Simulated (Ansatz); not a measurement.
## Cu: 7 runs along one coordinate

System: Cu (Im-3m, 1 atom in the cell).
Method: DFT, RPBE, plane waves (420 eV) with PAW, scalar-relativistic, no spin polarisation (Ansatz 0.2.0).

The 7 runs differ only in the geometry, by an even scaling of the cell at fixed fractional positions.

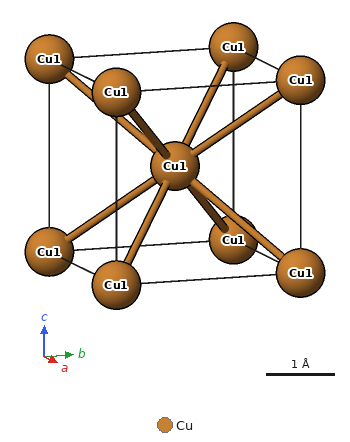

Figure 1. The structure of run 4 (ball-and-stick view of the cell 2 times as large as that of the calculation, set on its symmetry axes, seen slightly off an axis; atoms are numbered from 1 in the order of the input).

**Input of run 4**
```yaml
crystal:
  lattice:
    - [-1.4598499244, 1.4598499244, 1.4598499244]
    - [1.4598499244, -1.4598499244, 1.4598499244]
    - [1.4598499244, 1.4598499244, -1.4598499244]
  atoms:
    - { symbol: Cu, position: [0.0, 0.0, 0.0] }
hamiltonian:
  xc: rpbe
  pseudopotentials:
    kind: paw
    azcp:
      Cu: "pseudopotentials/Cu.paw.azcp"
basis:
  ecutwfc: 420
  fft_grid_basis: typed
kpoints:
  mp_grid: { grid: [17, 17, 17], shift: [0, 0, 0] }
magnetization:
  spin_polarized: false
scf:
  occupations: { method: fermi_dirac, width: 0.1 }
  lower_state_search: "off"
output:
  stress: true
```

Lattice vectors (Å) and fractional positions of run 4:
```
  -1.459850    1.459850    1.459850
   1.459850   -1.459850    1.459850
   1.459850    1.459850   -1.459850
Cu  0.000000  0.000000  0.000000
```

Run 6 differs from it as follows:
```diff
-    - [-1.4598499244, 1.4598499244, 1.4598499244]
-    - [1.4598499244, -1.4598499244, 1.4598499244]
-    - [1.4598499244, 1.4598499244, -1.4598499244]
+    - [-1.4977849538, 1.4977849538, 1.4977849538]
+    - [1.4977849538, -1.4977849538, 1.4977849538]
+    - [1.4977849538, 1.4977849538, -1.4977849538]
```

**Results, with one run withheld**

| run | volume per atom (Å³) | free energy per atom, from the lowest run given (meV) | pressure (GPa) |
| --- | --- | --- | --- |
| 1 | 10.951 | 88.39 | 21.57 |
| 2 | 11.449 | 35.92 | 12.57 |
| 3 | 11.947 | 8.26 | 5.52 |
| 4 | 12.445 | 0.00 | 0.01 |
| 5 | 12.942 | 6.93 | −4.30 |
| 6 | 13.440 | ? | ? |
| 7 | 13.938 | 53.74 | −10.28 |

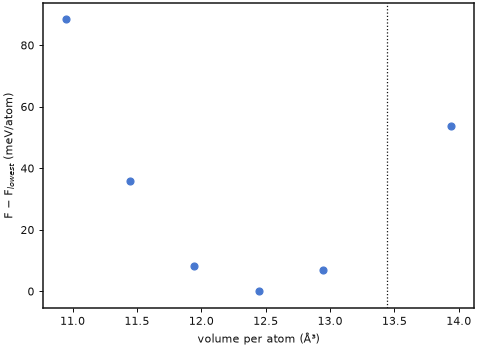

Figure 2. Free energy per atom of the runs given; the dotted line marks run 6.

What should run 6 give?

A cubic polynomial in V^(−2/3) (the Birch–Murnaghan form), fitted to the 6 runs given, misses them by at most 0.01 meV per atom. With x = V^(−2/3) − 0.18855 Å⁻², it reads F = 1.7201 + 1454.9 x + 3.1244e+05 x² + 9.2814e+05 x³ (meV per atom). At run 6 it gives 25.69 meV per atom, and the run itself gives 25.71. The slope of the fit gives a pressure −dF/dV of −7.66 GPa there, and the run prints −7.66 GPa. The fit has its minimum at 12.446 Å³ per atom, where V d²F/dV² gives 121 GPa: the bulk modulus at this level, since symmetry fixes the shape and the positions.

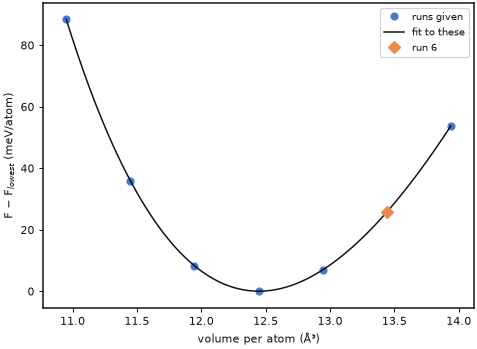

Figure 3. The fit and the withheld run.

**Output, shortened to warnings, some set-up lines, iterations and results (run 6)**
```
Basis set: ecut = 420 eV, 249 PW (Γ)
Symmetry: 48 space group operations
k-points: 165 of 4913
Initial density: superposition of atomic densities (neutral atoms: chi_scale 0, normalization atom), corrected by the library's trained network
[...]
SCF iter   1: F=—  HF=-6630.314811 eV  |F-HF|=—  |Δ(HF+E_count)|=         —  Δρ=8.76e-3  dr2=5.20e-3  ethr=1.77e-3  ⟨swp⟩=5.4  Hψ=11478  notcnv=0
SCF iter   2: F=—  HF=-6630.313827 eV  |F-HF|=—  |Δ(HF+E_count)|=   9.84e-4  Δρ=4.52e-4  dr2=1.16e-5  ethr=2.74e-5  ⟨swp⟩=1.8  Hψ=4306  notcnv=0
SCF iter   3: F=—  HF=-6630.313847 eV  |F-HF|=—  |Δ(HF+E_count)|=   1.95e-5  Δρ=4.82e-4  dr2=1.08e-5  ethr=6.12e-8  ⟨swp⟩=2.0  Hψ=3859  notcnv=0  defer=2
SCF iter   4: F=—  HF=-6630.313859 eV  |F-HF|=—  |Δ(HF+E_count)|=   1.18e-5  Δρ=7.08e-5  dr2=2.19e-7  ethr=5.68e-8  ⟨swp⟩=2.0  Hψ=2761  notcnv=0  defer=1
SCF iter   5: F=-6630.313859 eV  HF=-6630.313859 eV  |F-HF|=1.75e-9  |Δ(HF+E_count)|=   3.13e-7  Δρ=5.19e-6  dr2=1.12e-9  ethr=1.15e-9  ⟨swp⟩=2.3  Hψ=3317  notcnv=0  defer=1
SCF iter   6: F=-6630.313859 eV  HF=-6630.313859 eV  |F-HF|=0.00e0  |Δ(HF+E_count)|=   2.25e-9  Δρ=2.03e-7  dr2=1.83e-12  ethr=5.91e-12  ⟨swp⟩=1.5  Hψ=6857  notcnv=0
SCF 1 converged in 6 iterations: F = -6630.313859 eV  dr2 = 1.83e-12
SCF converged after 6 iterations
Free energy (F): -6630.313859 eV
Harris-Foulkes:  -6630.313859 eV  (|F-HF|=0.00e0)
Internal energy: -6630.303764 eV  (E = F + TS)
E sigma→0 (E₀):  -6630.308811 eV
Entropy (-TS):   -0.010095 eV (-10.095 meV/atom)
Fermi energy:    14.300003 eV
--- Per-component energies (eV) ---
  E_band       = -400.326342
  E_kinetic    = 298.324468
  E_local      = -4286.540260  (includes V_loc(G=0)·N_el)
  E_nonlocal   = 391.659125
  E_hartree    = 1882.809584
  E_xc         = -88.515520
  E_vxc        = -113.952176  (∫ρ·V_xc dr)
  E_paw        = -1670.382074  (= ΣΔE_a)
  E_vpaw       = -455.436913  (= ΣTr[D̂ρ^β])
  E_aug_tail   = 0.000254  (compensation charges beyond the density's cutoff)
  E_ewald      = -3157.617080
  E_core_change = -0.042261  (= ΣΔE_core)
  E_smearing   = -0.010095  (= −TS)
  E_closure    = -0.000000  (closes the sum)
  Σ components = -6630.313859   (vs F -6630.313859, Δ=0.00e0)
--- Stress (GPa, compression-positive) ---
       -7.659678       0.000000       0.000000
        0.000000      -7.659678      -0.000000
       -0.000000      -0.000000      -7.659678
  P = ⅓ Tr σ = -7.6597 GPa (-76.597 kbar)
```
